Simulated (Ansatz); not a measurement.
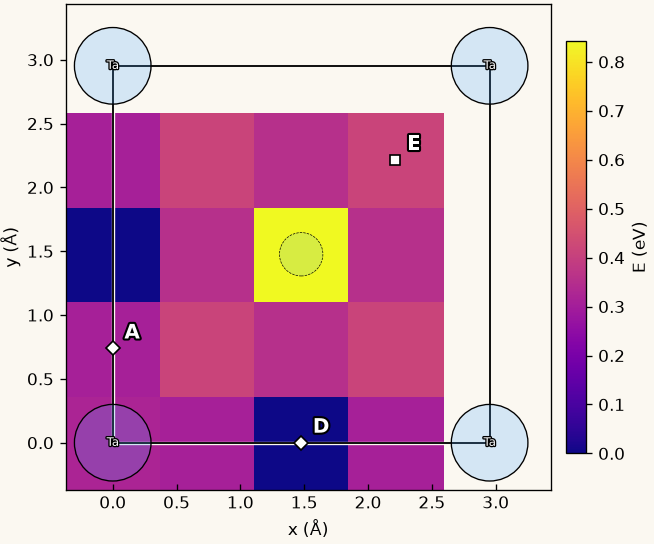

F on a Ta(100) slab cut from the Fm-3m phase (4 atoms of substrate and one adsorbate in a 1 × 1 cell). One F atom a 1 × 1 cell is placed over a mesh of places on the rigid (1 0 0) surface, and only its height is relaxed. Places are given modulo a cell vector. The map is drawn in real space over the plane of the surface. The grid has 4 × 4 points. Energies: eV, counted from the lowest grid point. With one adsorbate in each 1 × 1 cell, its nearest image is 3.0 Å away, so neighbouring adsorbates interact. These are results of DFT PBEsol, scalar-relativistic, plane waves, PAW (Ansatz 0.2.0), not measurements.

Drawn: one coloured cell a grid point, labelled circles for the atoms of the top layer and small ones for the second layer, the outline of one cell of the plane, lettered points.

Is A the lowest point of the computed grid?

Answer. No. A lies 0.308 eV above the lowest grid point, which is at a bridge site between two Ta atoms, (0/4, 2/4) of the cell vectors.

Rank the lettered points by energy, lowest first.

Answer. D (0.000 eV), A (0.308 eV), E (0.413 eV).
